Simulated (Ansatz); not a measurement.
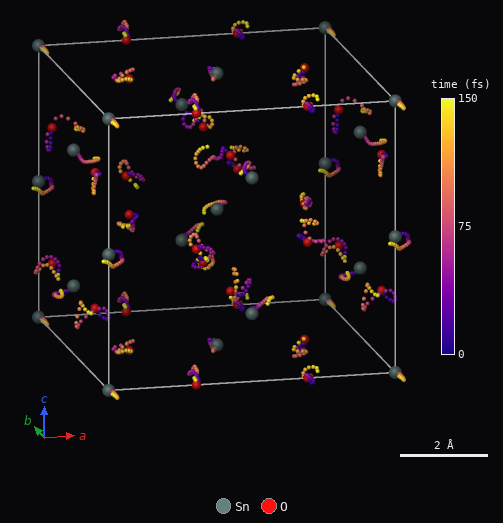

First-principles dynamics of a 24-atom cell of SnO$_{2}$ (set up in P4_2/mnm), 150 fs long. The cell was cut from the crystal with space group P4_2/mnm. Dots mark each atom's position at evenly spaced times, coloured by time; spheres stand at the starting positions. Seen slightly off an axis in the simulation cell.

Theory: DFT PBE, scalar-relativistic, plane waves, PAW in Ansatz 0.2.0. Set-up: plane-wave cutoff 250 eV; k-point mesh 2 × 2 × 2; Fermi-Dirac smearing 0.3 eV; low-accuracy preset; volume 1.05 times that of the relaxed crystal; Langevin thermostat (NVT); set temperature 3500 K; time step 0.75 fs; friction 0.005 per fs.

**What do the traces tell about the motion?**

Root-mean-square distances from the starting positions over the second half, with the common drift of all atoms taken out: O 0.42 Å, Sn 0.41 Å. The run lasts only 150 fs, too short to tell vibration from diffusion. The mean temperature in the second half is 2564 K (standard deviation 315 K). The potential energy is still drifting at the end, so the run hasn't reached equilibrium. The potential energy in the second half lies on average 435 meV per atom above the first frame. The plane-wave cutoff is below what these potentials need, so energies and forces are off.

Limits of the set-up: the cutoff lies below the recommended one; the program's low-accuracy preset was used.

The run took 16 min on 2 threads of Arm Neoverse V1, on a shared host, peak memory 0.58 GiB.

PAW datasets: the set soft_1.
